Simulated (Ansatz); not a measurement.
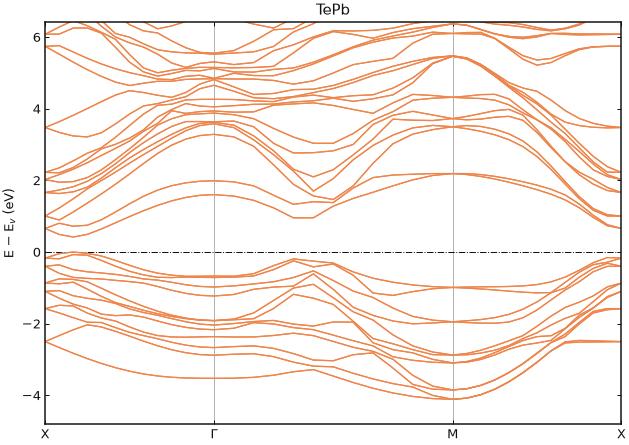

Band structure. Energies are counted from the top of the valence band.

Structure: a (100) slab cut from TePb (Fm-3m), ended by TePb planes, 8 atoms in the cell; a = 4.65 Å, b = 4.65 Å, c = 24.85 Å, α = 90.00°, β = 90.00°, γ = 90.00°.

Level of theory: DFT PBE, spin-orbit coupling, plane waves, PAW, 6×6×1 k mesh, 420 eV cutoff, Gaussian smearing of 0.05 eV; code Ansatz 0.2.0.

**What does the band structure say about the gap?**

The material is gapped. The gap along this path is 0.42 eV and direct: both edges lie between X and Γ.

**What are the direct gaps at Γ, M and X?**

The direct gaps are 2.27 eV at Γ, 3.18 eV at M and 0.83 eV at X.

**How much do the top valence band and the lowest conduction band disperse along the path?**

The top valence band spans 1.0 eV and the lowest conduction band 1.8 eV.
